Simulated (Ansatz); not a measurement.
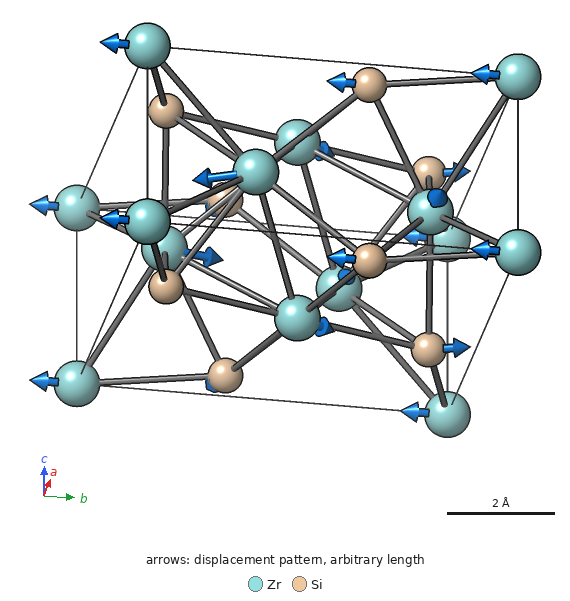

Lattice vibrations of solid Zr3Si2, space group P4/mbm (No. 127), at the zone centre. The optical levels lie at 128, 141, 161, 163 (×3), 166, 174 (×2), 184 (×2), 198, 202 (×2), 205, 295, 301 (×2), 313, 316 (×2), 320 (×2), 321, 322, 394, 408 cm⁻¹. One mode is drawn. The blue arrows give the relative displacements of the atoms. A ball-and-stick model of the cell of the calculation, seen from a free direction.

The calculation used DFT PBEsol, scalar-relativistic, plane waves, PAW in Ansatz 0.2.0. Settings: plane-wave cutoff 420 eV; k-point mesh 6 × 6 × 10; occupations fermi dirac; smearing width 0.15 eV; no spin polarisation.

The frequencies depend somewhat on the k-mesh and the smearing.

Question: To which level does it belong?

Answer: The level at 163 cm⁻¹. This is a triply degenerate mode (one member of the set is drawn), optical level 4 of 19, counted from below. The kinetic energy is shared as Zr 91 %, Si 9 %.
